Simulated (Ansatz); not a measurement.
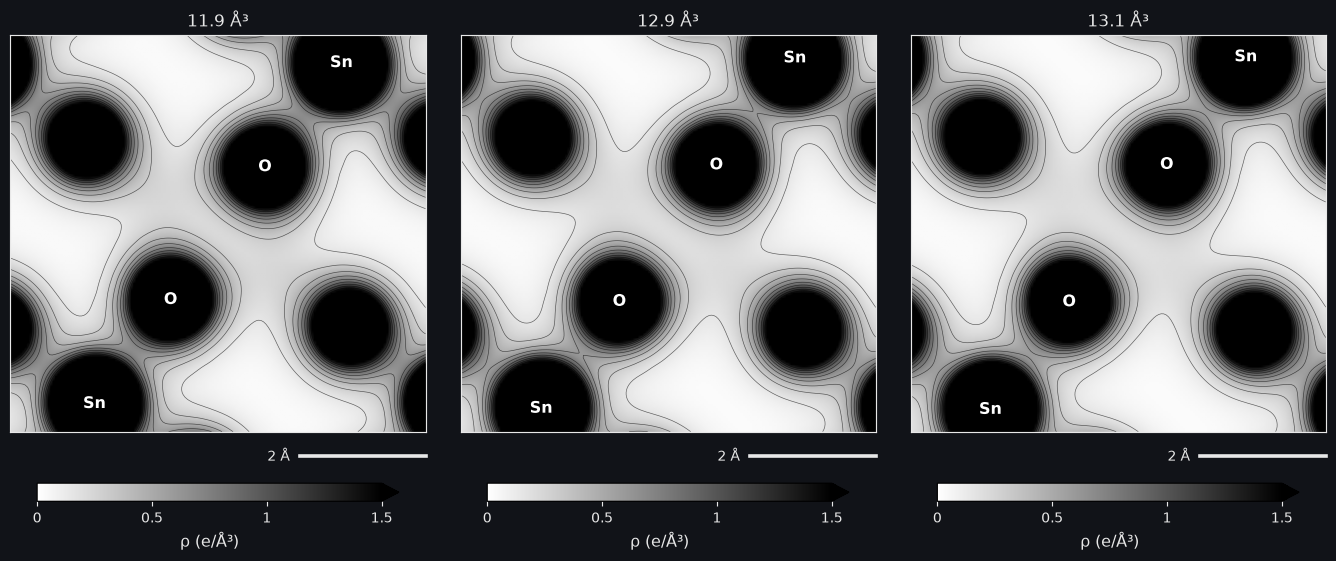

SnO2. The valence charge density (pseudo) of cells scaled evenly to different volumes (given per atom above each panel), on the (001) plane of each (indices in the axes of the cell below), at one length scale and on one colour scale.

A structure from a database of computed crystals, not necessarily the ambient phase.

The calculation used Ansatz, Kohn-Sham DFT of a periodic cell, PBEsol, Ansatz PAW.

The largest cell:

```yaml
crystal:
  lattice:
    - [-3.29165, 3.45940, 3.45895]
    - [3.29165, -3.45940, 3.45895]
    - [3.29165, 3.45940, -3.45895]
  atoms:
    - { symbol: Sn, position: [0.50000, 0.00000, 0.00000] }
    - { symbol: Sn, position: [0.50000, 0.50000, 0.50000] }
    - { symbol: Sn, position: [0.00360, 0.75360, 0.25000] }
    - { symbol: Sn, position: [0.99640, 0.24640, 0.75000] }
    - { symbol: O, position: [0.80650, 0.80377, 0.49728] }
    - { symbol: O, position: [0.80650, 0.30922, 0.00272] }
    - { symbol: O, position: [0.30244, 0.24594, 0.05649] }
    - { symbol: O, position: [0.68944, 0.24594, 0.44351] }
    - { symbol: O, position: [0.31055, 0.75406, 0.55649] }
    - { symbol: O, position: [0.19350, 0.69078, 0.99728] }
    - { symbol: O, position: [0.69756, 0.75406, 0.94350] }
    - { symbol: O, position: [0.19350, 0.19623, 0.50272] }
```

| volume (Å³/atom) | Sn–O contact in the plane (Å) | ρ at its midpoint (e/Å³) | pressure (GPa) | 
| --- | --- | --- | --- |
| 11.87 | 2.050 | 0.678 | 5.5 | 
| 12.62 | 2.093 | ? | ? | 
| 12.88 | 2.107 | 0.603 | −9.7 | 
| 13.13 | 2.120 | 0.586 | −12.5 | 

Question: Estimate the missing row, and compare with the calculation.

Answer: Over the known rows ln ρ falls by 2.08 per Å of Sn–O distance (a least-squares line), which gives 0.620 e/Å³ at 2.093 Å; the calculation gives 0.620 e/Å³. For the pressure, a straight line in volume between the neighbouring rows gives −5.8 GPa; the calculation gives −6.6, lower because pressure rises ever faster on compression.
